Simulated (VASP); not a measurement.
Geometry relaxation of Na₂S (part 1 of 2)

- system: Na₂S (Fm-3m, 3 atoms in the cell)
- method: Kohn-Sham DFT of a periodic cell, LDA, VASP PAW LDA potentials, recommended, no spin polarisation (VASP 6.6.1)

The structure derives from a Materials Project entry.

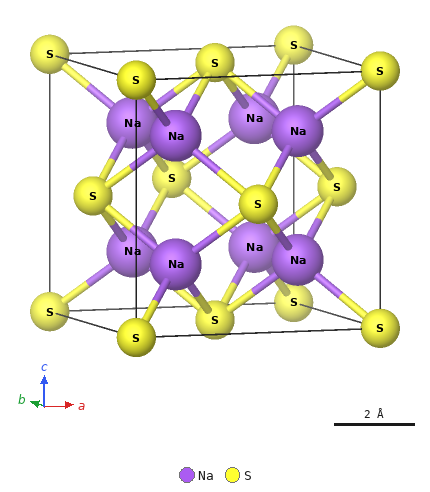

Fig. 1: The input geometry (ball-and-stick view of the cell 4 times as large as that of the calculation, set on its symmetry axes, seen slightly off an axis). Near neighbours in the crystal (not all of them lie inside the picture): Na has 4 S at 2.81 Å; S has 8 Na at 2.81 Å.

INCAR
```
SYSTEM = Na2S
PREC = Accurate ; ENCUT = 600
EDIFF = 1E-7 ; ISMEAR = 0
SIGMA = 0.02 ; LREAL = .FALSE.
LASPH = .TRUE. ; NELM = 100
ALGO = Normal ; ISIF = 3
LWAVE = .FALSE. ; LCHARG = .FALSE.
IBRION = 2 ; NSW = 90
EDIFFG = -0.005
```

KPOINTS
```
Automatic mesh
0
G
  8 8 8
  0 0 0
```

POSCAR
```
Na2S
1.0
    0.0000000000      3.2491544900      3.2491544900
    3.2491544900      0.0000000000      3.2491544900
    3.2491544900      3.2491544900      0.0000000000
Na S
2 1
Direct
    0.2500000000      0.2500000000      0.2500000000
    0.7500000000      0.7500000000      0.7500000000
    0.0000000000      0.0000000000      0.0000000000
```

Command:
```bash
cat potpaw_LDA.64/Na_pv/POTCAR potpaw_LDA.64/S/POTCAR > POTCAR
mpirun -np 1 vasp_std > vasp.out
```

OSZICAR
```
N       E                     dE             d eps       ncg     rms          rms(c)
DAV:   1     0.148647041857E+03    0.14865E+03   -0.11481E+04   812   0.161E+03
DAV:   2     0.515058082682E+00   -0.14813E+03   -0.14525E+03   860   0.381E+02
DAV:   3    -0.115120767183E+02   -0.12027E+02   -0.11971E+02  1016   0.101E+02
DAV:   4    -0.117282216465E+02   -0.21614E+00   -0.21598E+00   956   0.149E+01
DAV:   5    -0.117329141152E+02   -0.46925E-02   -0.46918E-02  1076   0.218E+00    0.361E+00
DAV:   6    -0.109706851746E+02    0.76223E+00   -0.17418E+00   934   0.697E+00    0.284E+00
DAV:   7    -0.109051171850E+02    0.65568E-01   -0.17252E-01   932   0.219E+00    0.175E+00
DAV:   8    -0.108953498780E+02    0.97673E-02   -0.13810E-02   932   0.115E+00    0.518E-01
DAV:   9    -0.108953016341E+02    0.48244E-04   -0.16507E-04  1010   0.121E-01    0.481E-01
DAV:  10    -0.108956078002E+02   -0.30617E-03   -0.22581E-03   842   0.363E-01    0.271E-01
DAV:  11    -0.108955629146E+02    0.44886E-04   -0.11318E-04   944   0.979E-02    0.150E-01
DAV:  12    -0.108955578723E+02    0.50423E-05   -0.23037E-05   908   0.549E-02    0.684E-03
DAV:  13    -0.108955558941E+02    0.19783E-05   -0.70514E-06  1094   0.164E-02    0.592E-03
DAV:  14    -0.108955559365E+02   -0.42446E-07   -0.35567E-07   884   0.410E-03
   1 F= -.10895556E+02 E0= -.10895556E+02  d E =-.108956E+02
       N       E                     dE             d eps       ncg     rms          rms(c)
DAV:   1    -0.110246156732E+02   -0.12906E+00   -0.27913E+00   980   0.282E+01    0.226E+00
DAV:   2    -0.109352673153E+02    0.89348E-01   -0.15115E-01   980   0.443E+00    0.101E+00
DAV:   3    -0.109140051100E+02    0.21262E-01   -0.31578E-02   956   0.243E+00    0.470E-01
DAV:   4    -0.109111468814E+02    0.28582E-02   -0.15875E-03  1076   0.388E-01    0.179E-01
DAV:   5    -0.109108079435E+02    0.33894E-03   -0.11149E-04   902   0.101E-01    0.688E-02
DAV:   6    -0.109108000905E+02    0.78531E-05   -0.75800E-06   968   0.441E-02    0.416E-02
DAV:   7    -0.109107987972E+02    0.12933E-05   -0.54747E-06   860   0.278E-02    0.364E-03
DAV:   8    -0.109107986224E+02    0.17484E-06   -0.46311E-07   884   0.128E-02    0.351E-03
DAV:   9    -0.109107986160E+02    0.64210E-08   -0.16175E-08   430   0.197E-03
   2 F= -.10910799E+02 E0= -.10910799E+02  d E =-.152427E-01
       N       E                     dE             d eps       ncg     rms          rms(c)
DAV:   1    -0.109522288520E+02   -0.41430E-01   -0.96458E-01   980   0.168E+01    0.131E+00
DAV:   2    -0.109218266396E+02    0.30402E-01   -0.50589E-02   986   0.260E+00    0.593E-01
DAV:   3    -0.109144591193E+02    0.73675E-02   -0.10901E-02   956   0.144E+00    0.270E-01
DAV:   4    -0.109135040407E+02    0.95508E-03   -0.53125E-04  1058   0.226E-01    0.105E-01
DAV:   5    -0.109133860394E+02    0.11800E-03   -0.33960E-05   914   0.600E-02    0.397E-02
DAV:   6    -0.109133834131E+02    0.26263E-05   -0.24745E-06   968   0.256E-02    0.239E-02
DAV:   7    -0.109133829915E+02    0.42158E-06   -0.18396E-06   854   0.165E-02    0.245E-03
DAV:   8    -0.109133829226E+02    0.68904E-07   -0.16068E-07   412   0.764E-03
   3 F= -.10913383E+02 E0= -.10913383E+02  d E =-.178270E-01
```

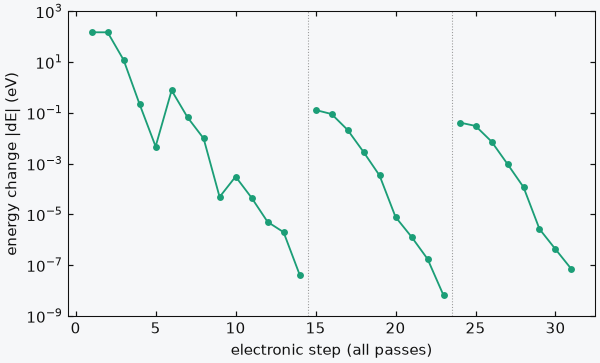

Fig. 2: Convergence of the self-consistent field: energy change |dE| against the electronic step. Each stretch between dotted lines is the SCF of one geometry step of a relaxation. The 3 ionic steps take 8 to 14 electronic steps each. The density is held fixed in the first few steps, and dE rises again when its update begins.

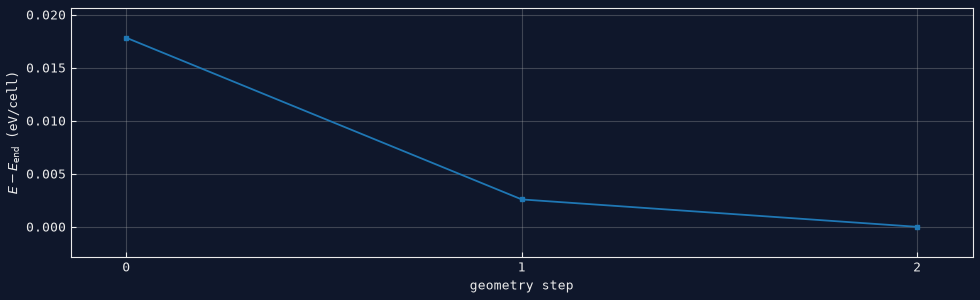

Fig. 3: Progress of the relaxation, step by step (steps are counted from 0).

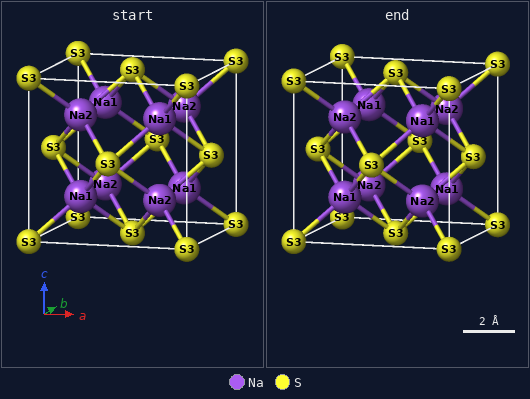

Fig. 4: Before (left) and after (right) the relaxation, at one scale (ball-and-stick view of the cell 4 times as large as that of the calculation, set on its symmetry axes, seen slightly off an axis). The atoms keep their places relative to the cell (all moves are under 0.005 Å). The volume changes by −5.0 %, with a = b = c 6.498 → 6.387 Å (−1.7 %). Among the contacts that change: Na1–S3 2.814 → 2.766 Å. The space group stays Fm-3m (No. 225). The energy falls by 17.8 meV per cell of the calculation in 2 geometry steps. All forces vanish by symmetry, so only the cell relaxes. (Atoms are counted from 1 in the order of the input.)

Parts of OUTCAR
```
SYSTEM = Na2S
   PREC = Accurate
   ENCUT = 600
   EDIFF = 1E-7
   ISMEAR = 0
   LREAL = .FALSE.
   LASPH = .TRUE.
   NELM = 100
   ISIF = 3
   IBRION = 2
   NSW = 90
   EDIFFG = -0.005

 ion  position               nearest neighbor table
   1  0.250  0.250  0.250-
   2  0.750  0.750  0.750-
   3  0.000  0.000  0.000-

  LATTYP: Found a face centered cubic cell.
 ALAT       =     6.4983089800

  Lattice vectors:

 A1 = (   0.0000000000,   3.2491544900,   3.2491544900)
 A2 = (   3.2491544900,   0.0000000000,   3.2491544900)
 A3 = (   3.2491544900,   3.2491544900,   0.0000000000)

Analysis of symmetry for initial positions (statically):
=====================================================================
 Subroutine PRICEL returns:
 Original cell was already a primitive cell.

 Routine SETGRP: Setting up the symmetry group for a
 face centered cubic supercell.

 Subroutine GETGRP returns: Found 48 space group operations
 (whereof 48 operations were pure point group operations)
 out of a pool of 48 trial point group operations.

The static configuration has the point symmetry O_h .

Analysis of symmetry for dynamics (positions and initial velocities):
=====================================================================
 Subroutine PRICEL returns:
 Original cell was already a primitive cell.

 Routine SETGRP: Setting up the symmetry group for a
 face centered cubic supercell.

 Subroutine GETGRP returns: Found 48 space group operations
 (whereof 48 operations were pure point group operations)
 out of a pool of 48 trial point group operations.

The dynamic configuration has the point symmetry O_h .

 Subroutine INISYM returns: Found 48 space group operations
 (whereof 48 operations are pure point group operations),
 and found     1 'primitive' translations

----------------------------------------------------------------------------------------

                                     Primitive cell

  volume of cell :      68.6027

  direct lattice vectors                    reciprocal lattice vectors
     0.000000000  3.249154490  3.249154490    -0.153886188  0.153886188  0.153886188
     3.249154490  0.000000000  3.249154490     0.153886188 -0.153886188  0.153886188
     3.249154490  3.249154490  0.000000000     0.153886188  0.153886188 -0.153886188

  length of vectors
     4.594998346  4.594998346  4.594998346     0.266538697  0.266538697  0.266538697

  position of ions in fractional coordinates (direct lattice)
     0.250000000  0.250000000  0.250000000
     0.750000000  0.750000000  0.750000000
     0.000000000  0.000000000  0.000000000

  ion indices of the primitive-cell ions
   primitive index   ion index
                 1           1
                 2           2
                 3           3

----------------------------------------------------------------------------------------

 KPOINTS: Automatic mesh

Automatic generation of k-mesh.
 Grid dimensions read from file:
 generate k-points for:    8    8    8

 Generating k-lattice:

  Cartesian coordinates                     Fractional coordinates (reciprocal lattice)
    -0.019235774  0.019235774  0.019235774     0.125000000  0.000000000  0.000000000
     0.019235774 -0.019235774  0.019235774     0.000000000  0.125000000  0.000000000
     0.019235774  0.019235774 -0.019235774     0.000000000  0.000000000  0.125000000

  Length of vectors
     0.033317337  0.033317337  0.033317337

  Shift w.r.t. Gamma in fractional coordinates (k-lattice)
     0.000000000  0.000000000  0.000000000

 Subroutine IBZKPT returns following result:
 ===========================================

 Found     29 irreducible k-points:

 Following reciprocal coordinates:
            Coordinates               Weight
  0.000000  0.000000  0.000000      1.000000
  0.125000  0.000000  0.000000      8.000000
  0.250000  0.000000  0.000000      8.000000
  0.375000  0.000000  0.000000      8.000000
  0.500000  0.000000  0.000000      4.000000
  0.125000  0.125000  0.000000      6.000000
  0.250000  0.125000  0.000000     24.000000
  0.375000  0.125000  0.000000     24.000000
  0.500000  0.125000  0.000000     24.000000
 -0.375000  0.125000  0.000000     24.000000
 -0.250000  0.125000  0.000000     24.000000
 -0.125000  0.125000  0.000000     12.000000
  0.250000  0.250000  0.000000      6.000000
  0.375000  0.250000  0.000000     24.000000
  0.500000  0.250000  0.000000     24.000000
 -0.375000  0.250000  0.000000     24.000000
 -0.250000  0.250000  0.000000     12.000000
  0.375000  0.375000  0.000000      6.000000
  0.500000  0.375000  0.000000     24.000000
 -0.375000  0.375000  0.000000     12.000000
  0.500000  0.500000  0.000000      3.000000
  0.375000  0.250000  0.125000     24.000000
  0.500000  0.250000  0.125000     48.000000
 -0.375000  0.250000  0.125000     24.000000
 [... further k-points ...]
   k-points           NKPTS =     29   k-points in BZ     NKDIM =     29   number of bands    NBANDS=     14
   number of dos      NEDOS =    301   number of ions     NIONS =      3
   total plane-waves  NPLWV =  64000
   dimension x,y,z NGX =    40 NGY =   40 NGZ =   40
   dimension x,y,z NGXF=    80 NGYF=   80 NGZF=   80
   ions per type =               2   1
   NGX,Y,Z   is equivalent  to a cutoff of  14.47, 14.47, 14.47 a.u.
   NGXF,Y,Z  is equivalent  to a cutoff of  28.94, 28.94, 28.94 a.u.
 SYSTEM =  Na2S
   PREC   = accura    normal or accurate (medium, high low for compatibility)
   ISTART =      0    job   : 0-new  1-cont  2-samecut
   ICHARG =      2    charge: 1-file 2-atom 10-const
   ISPIN  =      1    spin polarized calculation?
   LNONCOLLINEAR =      F non collinear calculations
   LSORBIT =      F    spin-orbit coupling
   LASPH  =      T    aspherical Exc in radial PAW
   ENCUT  =  600.0 eV  44.10 Ry    6.64 a.u.   9.18  9.18  9.18*2*pi/ulx,y,z
   NELM   =    100;   NELMIN=  2; NELMDL= -5     # of ELM steps
   EDIFF  = 0.1E-06   stopping-criterion for ELM
   LREAL  =      F    real-space projection
   EDIFFG = -.5E-02   stopping-criterion for IOM
   NSW    =     90    number of steps for IOM
   IBRION =      2    ionic relax: 0-MD 1-quasi-New 2-CG
   NFREE  =      1    steps in history (QN), initial steepest desc. (CG)
   ISIF   =      3    stress and relaxation
   ISYM   =      2    0-nonsym 1-usesym 2-fastsym
   POTIM  = 0.5000    time-step for ionic-motion
   TEBEG  =    0.0;   TEEND  =   0.0 temperature during run
   PSTRESS=    0.0 pullay stress
   NELECT =      20.0000    total number of electrons
   NUPDOWN=      -1.0000    fix difference up-down
   EMIN   =  10.00;   EMAX   =-10.00  energy-range for DOS
   EFERMI =   0.00;   METHOD = LEGACY
   ISMEAR =     0;   SIGMA  =   0.02  broadening in eV -4-tet -1-fermi 0-gaus
   EFERMI_NEDOS =   21; number of points for ismear=-14 and -15
   IALGO  =     38    algorithm
   IMIX   =      4    mixing-type and parameters
     AMIX     =   0.40;   BMIX     =  1.00
     AMIX_MAG =   1.60;   BMIX_MAG =  1.00
  volume/ion in A,a.u.               =      22.87       154.32
  Fermi-wavevector in a.u.,A,eV,Ry     =   1.085520  2.051335 16.032473  1.178354
  Thomas-Fermi vector in A             =   2.221635
   LORBIT       =      0    0 simple, 1 ext, 2 COOP (PROOUT), +10 PAW based schemes
   GGA     = CA    functional components
   LHFCALC =     F    Hartree Fock is set to
   AEXX    =    0.0000 exact exchange contribution
   IVDW    =     0    specifies the selected vdW correction
   LEPSILON=     F    determine dielectric tensor
   LRPA    =     F    only Hartree local field effects (RPA)
 conjugate gradient relaxation of ions
 non-spin polarized calculation
 Gauss-broadening in eV      SIGMA  =   0.02
  energy-cutoff  :      600.00
  volume of cell :       68.60
 maximum number of plane-waves:      2305
 NGX is ok and might be reduce to    40
   NGX = 19   NGY = 19   NGZ = 19
```
